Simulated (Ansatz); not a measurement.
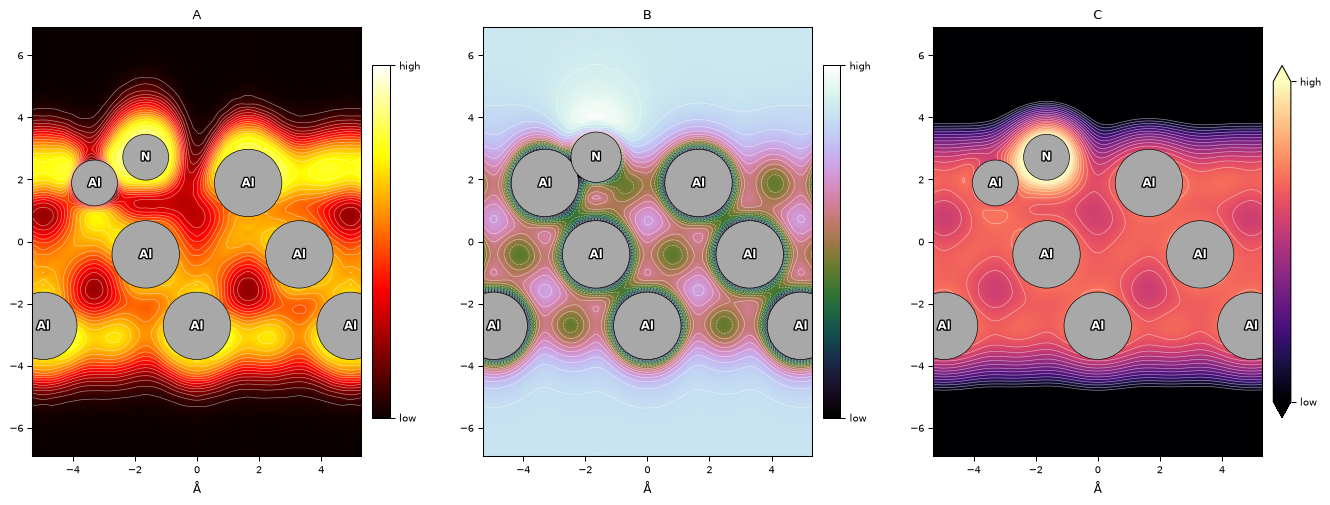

Al12N (slab): 3 fields on the (110) plane of the calculation cell, a cut from vacuum to vacuum, with unlabelled colour scales. Grey discs cover the atomic cores.

A point of a scan over the structure, not its minimum; not relaxed (largest force 0.8 eV/Å); computed without spin polarisation.

The calculation used DFT PBE, scalar-relativistic, plane waves, PAW (Ansatz 0.2.0).

Which field does each panel show? The fields are: electron localisation function, electrostatic potential energy of an electron and valence pseudo-density.

Answer. Panel A: electron localisation function. Panel B: electrostatic potential energy of an electron (low next to the atoms, rising into the space between them). Panel C: valence pseudo-density.
